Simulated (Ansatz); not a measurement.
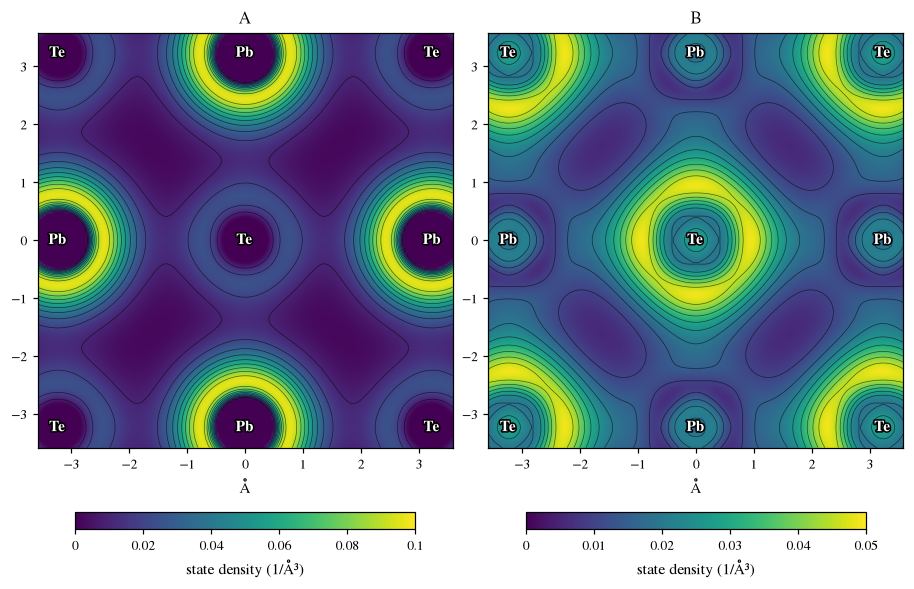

TePb: densities of the states in two energy windows, on the (100) plane of the conventional cell.

Space group Fm-3m. Spin-orbit coupling, left out here, splits and shifts the levels of such heavy elements, by tenths of an eV up to several eV.

Theory: DFT r2SCAN, scalar-relativistic, plane waves, PAW in Ansatz 0.2.0.

In a PAW calculation such maps are meaningful between the atoms, not at the nuclei.

Match the panels to the energy ranges (zero at the valence-band maximum): −8.9 to −5.6 eV and −3.1 to −1.6 eV.

Panel A: −8.9 to −5.6 eV, a separate group of bands, mainly Pb 6s (70 %), Te 5p (15 %) and Te 5s (10 %).
Panel B: −3.1 to −1.6 eV, the middle third of the upper valence band, mainly Te 5p (70 %) and Pb 6p (30 %).
The characters are Löwdin shares on a minimal set of atomic orbitals.

Run time: 11 s on 1 thread of Arm Neoverse N1, with other jobs on the host, peak memory 0.54 GiB.
